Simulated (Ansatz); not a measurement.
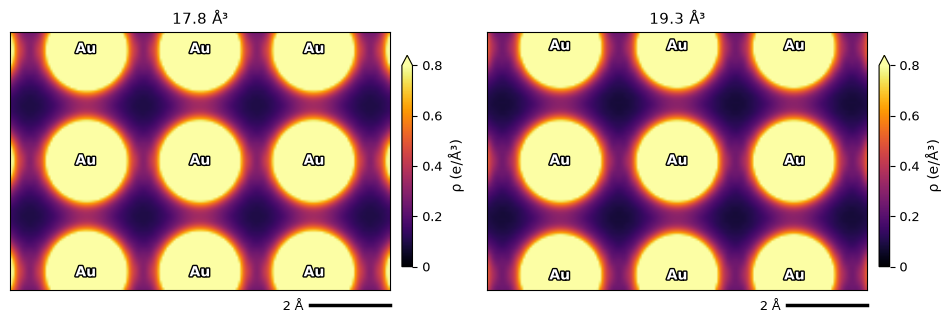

Au. The valence pseudo-density of cells scaled evenly to different volumes (given per atom above each panel), on the (11̄0) plane of each (indices in the axes of the cell below), at one length scale and on one colour scale.

A generated structure, not necessarily the stable one.

Computed with DFT, RPBE, plane waves (420 eV) with PAW, scalar-relativistic in Ansatz.

The density is the valence pseudo-density of a PAW calculation; it isn't the true density close to the nuclei.

The largest cell:

```yaml
crystal:
  lattice:
    - [-3.07428, 3.50013, 1.39453]
    - [3.50013, -3.07428, 1.39453]
    - [2.01536, 2.01536, -0.61458]
  atoms:
    - { symbol: Au, position: [0.00753, 0.99247, 0.00000] }
    - { symbol: Au, position: [0.74247, 0.25753, 0.50000] }
```

| volume (Å³/atom) | Au–Au contact in the plane (Å) | ρ at its midpoint (e/Å³) | pressure (GPa) | 
| --- | --- | --- | --- |
| 17.79 | 2.775 | 0.347 | 11.8 | 
| 18.56 | 2.815 | ? | ? | 
| 19.34 | 2.853 | 0.302 | 0.0 | 

Estimate the missing row, and compare with the calculation.

Answer. Over the known rows ln ρ falls by 1.78 per Å of Au–Au distance (the line through the two), which gives 0.323 e/Å³ at 2.815 Å; the calculation gives 0.323 e/Å³. For the pressure, a straight line in volume between the neighbouring rows gives 5.9 GPa; the calculation gives 5.1, lower because pressure rises ever faster on compression.
